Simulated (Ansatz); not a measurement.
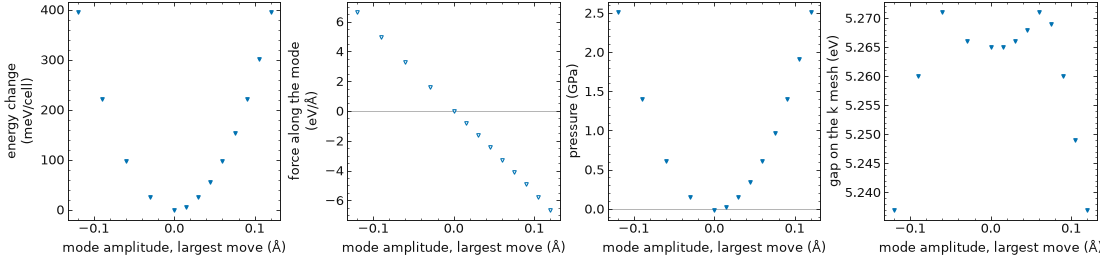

How it was computed, with Ansatz 0.2.0: a normal mode of the cell frozen into a crystal at growing amplitude, by plane-wave density functional theory with PAW datasets, free energies less that of the undisturbed cell, pressure positive in compression; scalar-relativistic. Level: r2SCAN, no spin polarisation.

| setting | value |
| --- | --- |
| wave cutoff | 500 eV |
| k mesh | 6×6×6 |
| occupations | Gaussian |
| smearing width | 0.05 eV |
| k shift | (0, 0, 0) (mesh steps) |
| start | relaxed |

The given structure:
```
CELL_PARAMETERS angstrom
3.57682 0.00000 0.00000
0.00000 3.57682 0.00000
0.00000 0.00000 5.20267
ATOMIC_POSITIONS crystal
Hf 0.50000 0.50000 0.50000
Hf 0.00000 0.00000 0.00000
O 0.00000 0.50000 0.69616
O 0.50000 0.00000 0.80384
O 0.50000 0.00000 0.30384
O 0.00000 0.50000 0.19616
```

Displacement pattern for amplitude 1 (x, y, z for each atom, in the order of the cell):
```
atom     x      y     z
 Hf1  0.00  -0.03  0.00
 Hf2  0.00   0.03  0.00
  O3  0.00   0.04  0.00
  O4  0.00  -0.04  0.00
  O5  0.00   1.00  0.00
  O6  0.00  -1.00  0.00
```

Figure. Energy change, force along the mode, pressure and gap on the k mesh against mode amplitude for HfO₂, space group P4_2/nmc (No. 137).

The points at mode amplitude −0.09, −0.03, 0.06 and 0.12 follow from computed ones by symmetry.

The energy rises on both sides of the starting structure, which is therefore a minimum along this path. The energy change is 394.6 meV/cell at mode amplitude −0.120 Å and 394.6 meV/cell at 0.120 Å; the lowest computed point is at mode amplitude 0.000 Å (0.0 meV/cell). The force along the mode falls from 6.6 eV/Å at mode amplitude −0.120 Å to −6.6 eV/Å at 0.120 Å, and changes sign near 0.000 Å. The pressure goes from 2.509 GPa at mode amplitude −0.120 Å to 2.509 GPa at 0.120 Å, not monotonically, with a low of −0.011 GPa at 0.000 Å. The gap on the k mesh stays open and runs from 5.237 eV at mode amplitude −0.120 Å to 5.237 eV at 0.120 Å, with its largest value, 5.271 eV, at −0.060 Å.
